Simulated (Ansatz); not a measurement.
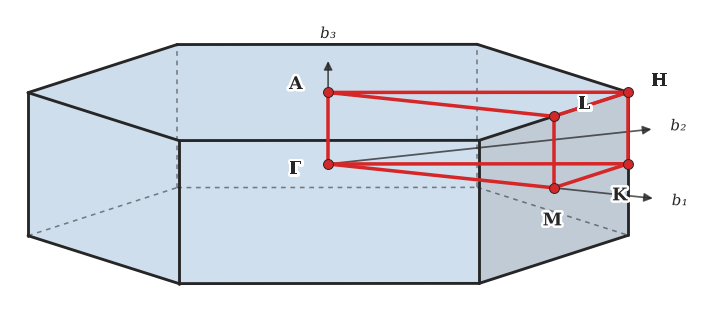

The figure shows the first Brillouin zone with its special points and a band path. Crystal: Zn, coordinates from a relaxation with Ansatz, DFT PBE, scalar-relativistic, plane waves, PAW; the starting structure was generated, so it need not be a known form of this composition. The drawing is computed from the coordinates (standard cell, symmetry found to 0.002 Å).

Labels and path follow the convention of Hinuma et al. (2017), as computed by seekpath; the arrows show the directions of the reciprocal primitive vectors b₁, b₂, b₃.

Which Bravais lattice has this zone?

A primitive hexagonal lattice (hP; extended symbol hP2). The zone is a hexagonal prism in its combinatorial type: 8 faces (6 with 4 edges, 2 with 6 edges), 18 edges, 12 vertices.

Write the standard path through the labelled points.

Γ–M–K–Γ–A–L–H–A | L–M | H–K
